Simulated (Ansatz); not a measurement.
# Two runs on GaP

System: GaP (I-4m2, 2 atoms in the cell).
Method of run 1: DFT, PBE, plane waves, PAW, no spin polarisation (Ansatz 0.2.0).

The structure was built on a prototype by a generator. The geometry comes from this level: r2SCAN (a point of a series of strains). Text and figures count atoms from 1; the logs count them from 0 in places.

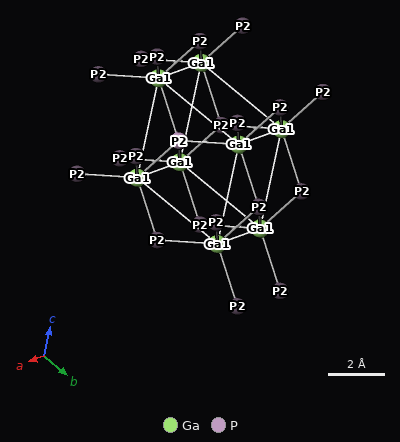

Fig. 1: The input geometry (ball-and-stick view of the reduced cell, seen slightly off an axis; neighbours outside the cell are drawn fainter; atoms are numbered from 1 in the order of the input). Near neighbours in the crystal (not all of them lie inside the picture): Ga has 4 P at 2.35 Å; P has 4 Ga at 2.35 Å.

**Input file, run 1**
```yaml
crystal:
  lattice:
    - [0.0, 2.712589919, 2.7253992957]
    - [2.712589919, 0.0, 2.7253992957]
    - [2.712589919, 2.712589919, 0.0]
  atoms:
    - { symbol: Ga, position: [0.0, 0.0, 0.0] }
    - { symbol: P, position: [0.25, 0.25, 0.25] }
kpoints:
  mp_grid: { grid: [8, 8, 8] }
  band_path:
    path:
      - [0.0, 0.0, 0.0]
      - [-0.5, -0.5, 0.0]
      - [-0.375, -0.375, 0.25]
      - [-0.375, 0.0, 0.375]
      - [0.0, 0.0, 0.5]
      - [-0.5, -0.25, 0.25]
      - [0.0, 0.424479, 0.424479]
    npoints: 1
hamiltonian:
  xc: pbe
scf:
  occupations: { method: fermi_dirac, width: 0.02 }
  n_extra_bands: 4
output:
  forces: true
  stress: true
  eigenvalues: true
```

Launched with:
```bash
ansatz run input.yaml --threads 4 --pin off --max-ram 3686MiB --backend cpu --events-out ev --progress --plain --runs-dir out
```

Hardware: 4 threads of Arm Neoverse N1, 98 GiB of memory available, shared host.

**Output, shortened to warnings, some set-up lines, iterations and results (run 1)**
```
Basis set: ecut = 420 eV, 749 PW (Γ), exchange–correlation on 54×54×54 points (8 copies of the dense FFT grid, shifted against one another)
Symmetry: 8 space group operations
k-points: 59 of 512 (time reversal used)
Initial density: superposition of atomic densities (neutral atoms: chi_scale 0, normalization atom), corrected by the library's trained network
[...]
SCF iter   1: F=—  HF=-4539.542007 eV  |F-HF|=—  |Δ(HF+E_count)|=         —  Δρ=1.56e-3  dr2=1.30e-3  ethr=1.77e-3  ⟨swp⟩=6.6  Hψ=5255  notcnv=0
SCF iter   2: F=—  HF=-4539.541117 eV  |F-HF|=—  |Δ(HF+E_count)|=   8.90e-4  Δρ=1.32e-3  dr2=4.59e-4  ethr=7.22e-6  ⟨swp⟩=2.6  Hψ=2055  notcnv=0
SCF iter   3: F=—  HF=-4539.540914 eV  |F-HF|=—  |Δ(HF+E_count)|=   2.03e-4  Δρ=4.45e-4  dr2=5.70e-5  ethr=2.55e-6  ⟨swp⟩=2.0  Hψ=1505  notcnv=0
SCF iter   4: F=—  HF=-4539.540956 eV  |F-HF|=—  |Δ(HF+E_count)|=   4.23e-5  Δρ=1.25e-4  dr2=4.10e-6  ethr=3.17e-7  ⟨swp⟩=2.0  Hψ=1306  notcnv=0
SCF iter   5: F=—  HF=-4539.540956 eV  |F-HF|=—  |Δ(HF+E_count)|=   1.03e-7  Δρ=3.10e-5  dr2=4.20e-7  ethr=2.28e-8  ⟨swp⟩=2.0  Hψ=1295  notcnv=0
SCF iter   6: F=-4539.540956 eV  HF=-4539.540956 eV  |F-HF|=1.79e-8  |Δ(HF+E_count)|=   4.54e-7  Δρ=1.14e-5  dr2=3.15e-8  ethr=5.56e-10  ⟨swp⟩=7.0  Hψ=4100  notcnv=0
SCF 1 converged in 6 iterations: F = -4539.540956 eV  dr2 = 3.15e-8
NSCF: frozen V_eff on 7 k-points
SCF converged after 6 iterations
Free energy (F): -4539.540956 eV
Harris-Foulkes:  -4539.540956 eV  (|F-HF|=1.79e-8)
Internal energy: -4539.540956 eV  (E = F + TS)
E sigma→0 (E₀):  -4539.540956 eV
Fermi energy:    8.005723 eV
--- Per-component energies (eV) ---
  E_band       = -56.505010
  E_kinetic    = 186.609245
  E_local      = -2194.227582  (includes V_loc(G=0)·N_el)
  E_nonlocal   = 458.830852
  E_hartree    = 1015.178869
  E_xc         = -130.938189
  E_vxc        = -119.238544  (∫ρ·V_xc dr)
  E_paw        = -2558.289096  (= ΣΔE_a)
  E_vpaw       = -418.828545  (= ΣTr[D̂ρ^β])
  E_aug_tail   = -0.000103  (compensation charges beyond the density's cutoff)
  E_ewald      = -1316.704953
  E_smearing   = -0.000000  (= −TS)
  E_closure    = 0.000000  (closes the sum)
  Σ components = -4539.540956   (vs F -4539.540956, Δ=0.00e0)
--- Forces (eV/Å), atoms counted from 1 ---
  atom   1  Ga    -0.00000000    -0.00000000    -0.00000000
  atom   2  P      0.00000000     0.00000000     0.00000000
  max |Σ_I F_I| component: 9.37e-17 eV/Å
--- Stress (GPa, compression-positive) ---
        3.452103       0.000000      -0.000000
       -0.000000       3.452103      -0.000000
       -0.000000      -0.000000       3.103195
  P = ⅓ Tr σ = 3.3358 GPa (33.358 kbar)
```

The input of run 2 differs as follows (lines with − go, lines with + come):
```diff
-    - [0.0, 2.712589919, 2.7253992957]
-    - [2.712589919, 0.0, 2.7253992957]
-    - [2.712589919, 2.712589919, 0.0]
+    - [0.0, 2.8316898682, 2.8316898682]
+    - [2.8316898682, 0.0, 2.8316898682]
+    - [2.8316898682, 2.8316898682, 0.0]
-      - [0.0, 0.424479, 0.424479]
```

How does run 2 compare with run 1?

With the same functional and potentials, run 2 lies 25.0 meV per atom higher. The gap on the mesh goes from 1.60 to 0.91 eV. The pressure goes from 3.34 to −5.35 GPa. The volume per atom goes from 20.05 to 22.71 Å³. The number of SCF iterations is the same. The irreducible k-points go from 59 to 29. The plane waves at Γ go from 749 to 893.

**Output, shortened to warnings, some set-up lines, iterations and results (run 2)**
```
Basis set: ecut = 420 eV, 893 PW (Γ), exchange–correlation on 54×54×54 points (8 copies of the dense FFT grid, shifted against one another)
Symmetry: 24 space group operations
k-points: 29 of 512 (time reversal used)
Initial density: superposition of atomic densities (neutral atoms: chi_scale 0, normalization atom), corrected by the library's trained network
[...]
SCF iter   1: F=—  HF=-4539.491449 eV  |F-HF|=—  |Δ(HF+E_count)|=         —  Δρ=1.51e-3  dr2=1.59e-3  ethr=1.77e-3  ⟨swp⟩=6.3  Hψ=2501  notcnv=0
SCF iter   2: F=—  HF=-4539.490915 eV  |F-HF|=—  |Δ(HF+E_count)|=   5.34e-4  Δρ=9.60e-4  dr2=3.73e-4  ethr=8.82e-6  ⟨swp⟩=2.2  Hψ=991  notcnv=0
SCF iter   3: F=—  HF=-4539.490835 eV  |F-HF|=—  |Δ(HF+E_count)|=   7.99e-5  Δρ=2.83e-4  dr2=4.98e-5  ethr=2.07e-6  ⟨swp⟩=2.0  Hψ=733  notcnv=0
SCF iter   4: F=—  HF=-4539.490881 eV  |F-HF|=—  |Δ(HF+E_count)|=   4.55e-5  Δρ=1.22e-4  dr2=8.85e-6  ethr=2.77e-7  ⟨swp⟩=2.0  Hψ=480  notcnv=0
SCF iter   5: F=—  HF=-4539.490891 eV  |F-HF|=—  |Δ(HF+E_count)|=   1.04e-5  Δρ=2.82e-5  dr2=5.04e-7  ethr=4.92e-8  ⟨swp⟩=2.2  Hψ=616  notcnv=0
SCF iter   6: F=-4539.490891 eV  HF=-4539.490891 eV  |F-HF|=2.02e-8  |Δ(HF+E_count)|=   5.35e-7  Δρ=1.06e-5  dr2=2.57e-8  ethr=5.56e-10  ⟨swp⟩=7.0  Hψ=2042  notcnv=0
SCF 1 converged in 6 iterations: F = -4539.490891 eV  dr2 = 2.57e-8
NSCF: frozen V_eff on 6 k-points
SCF converged after 6 iterations
Free energy (F): -4539.490891 eV
Harris-Foulkes:  -4539.490891 eV  (|F-HF|=2.02e-8)
Internal energy: -4539.490891 eV  (E = F + TS)
E sigma→0 (E₀):  -4539.490891 eV
Fermi energy:    6.183378 eV
--- Per-component energies (eV) ---
  E_band       = -78.559666
  E_kinetic    = 182.974011
  E_local      = -2276.474713  (includes V_loc(G=0)·N_el)
  E_nonlocal   = 458.783224
  E_hartree    = 1046.560273
  E_xc         = -129.063676
  E_vxc        = -116.749522  (∫ρ·V_xc dr)
  E_paw        = -2558.965729  (= ΣΔE_a)
  E_vpaw       = -420.206582  (= ΣTr[D̂ρ^β])
  E_aug_tail   = -0.000106  (compensation charges beyond the density's cutoff)
  E_ewald      = -1263.304175
  E_smearing   = -0.000000  (= −TS)
  E_closure    = 0.000000  (closes the sum)
  Σ components = -4539.490891   (vs F -4539.490891, Δ=0.00e0)
--- Forces (eV/Å), atoms counted from 1 ---
  atom   1  Ga     0.00000000     0.00000000     0.00000000
  atom   2  P     -0.00000000    -0.00000000    -0.00000000
  max |Σ_I F_I| component: 1.85e-17 eV/Å
--- Stress (GPa, compression-positive) ---
       -5.348808       0.000000      -0.000000
        0.000000      -5.348808       0.000000
        0.000000       0.000000      -5.348808
  P = ⅓ Tr σ = -5.3488 GPa (-53.488 kbar)
```

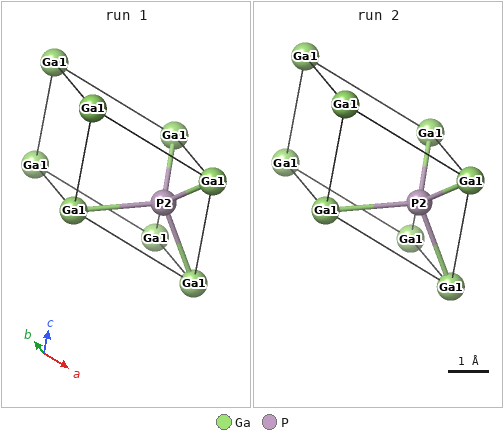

Fig. 2: The two input geometries at one scale (ball-and-stick view of the reduced cell, seen slightly off an axis). No atom moves by more than 0.005 Å relative to the cell. Cell: a = b 3.836 → 4.005 Å (+4.4 %), c 3.845 → 4.005 Å (+4.1 %). Volume +13.2 %. Among the contacts that change: Ga1–P2 2.353 → 2.452 Å.

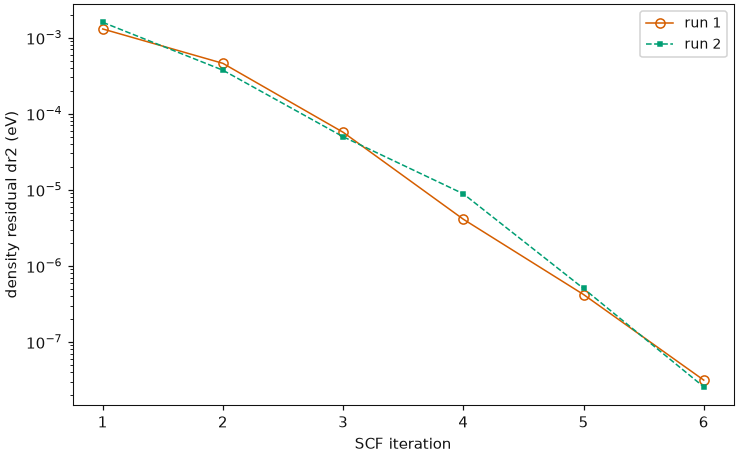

Fig. 3: Convergence of the two runs: density residual dr2 against the SCF iteration. Run 1 takes 6 iterations in all, and run 2 takes 6.

**The two runs side by side**

| quantity | run 1 | run 2 |
| --- | --- | --- |
| outcome | converged | converged |
| free energy per atom (eV) | −2269.7705 | −2269.7454 |
| gap on the mesh (eV) | 1.60 | 0.91 |
| pressure (GPa) | 3.34 | −5.35 |
| volume per atom (Å³) | 20.05 | 22.71 |
| largest force (eV/Å) | 0.000 | 0.000 |
| SCF iterations | 6 | 6 |
| irreducible k-points | 59 | 29 |
| plane waves at Γ | 749 | 893 |
| wall time (shared host) | 2.4 s | 1.5 s |

For run 2: The cell is under a tension of 5.3 GPa at this level, so it is not at its equilibrium volume.
